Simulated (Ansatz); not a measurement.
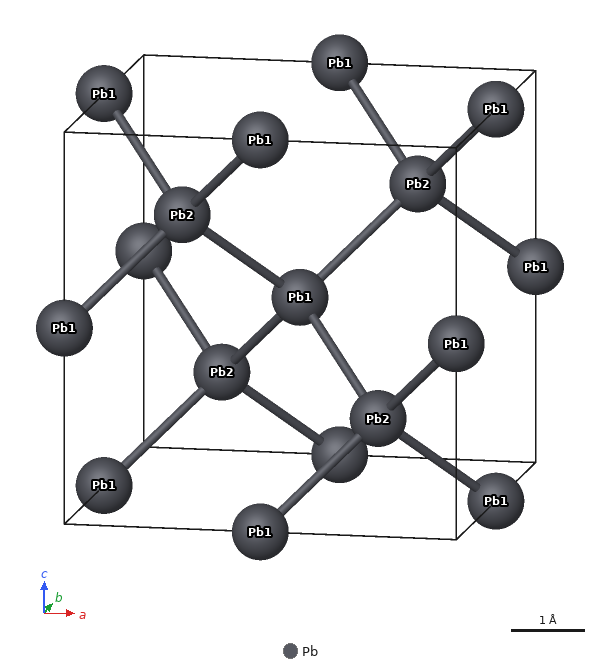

This is a symmetric starting cell of Pb (made from another compound by putting Pb in place of C). A ball-and-stick model of the conventional cell (4 times the calculation's cell), seen slightly off an axis. Lengths and directions refer to the drawn axes.

Level of theory: Ansatz, DFT PBE, scalar-relativistic, plane waves, PAW. Set-up: plane-wave cutoff 420 eV; k-point mesh 14 × 14 × 14; occupations gaussian; smearing width 0.1 eV; no spin polarisation.

Now this is done to it. All lengths are scaled by −0.5 % (volume −1.4 %), the atoms keeping their fractional coordinates. No relaxation follows. The starting cell wasn't computed here and needn't be at equilibrium, so pressure and forces aren't due to the change alone.

Input file:
```yaml
crystal:
  lattice:
    - [0.0, 2.7563643755, 2.7563643755]
    - [2.7563643755, 0.0, 2.7563643755]
    - [2.7563643755, 2.7563643755, 0.0]
  atoms:
    - { symbol: Pb, position: [0.5, 0.5, 0.5] }
    - { symbol: Pb, position: [0.75, 0.75, 0.75] }
basis:
  ecutwfc: 420
kpoints:
  mp_grid: { grid: [14, 14, 14] }
hamiltonian:
  xc: pbe
scf:
  occupations: { method: gaussian, width: 0.1 }
output:
  forces: true
  stress: true
  eigenvalues: true
```

What is the effect?

Near-neighbour distances before and after: Pb–Pb 2.398 → 2.387 Å. The space group stays Fd-3m (No. 227). The pressure is 114.8 GPa (not all of it need come from the change, since the unchanged cell can be under pressure at this level too). All forces vanish by symmetry.
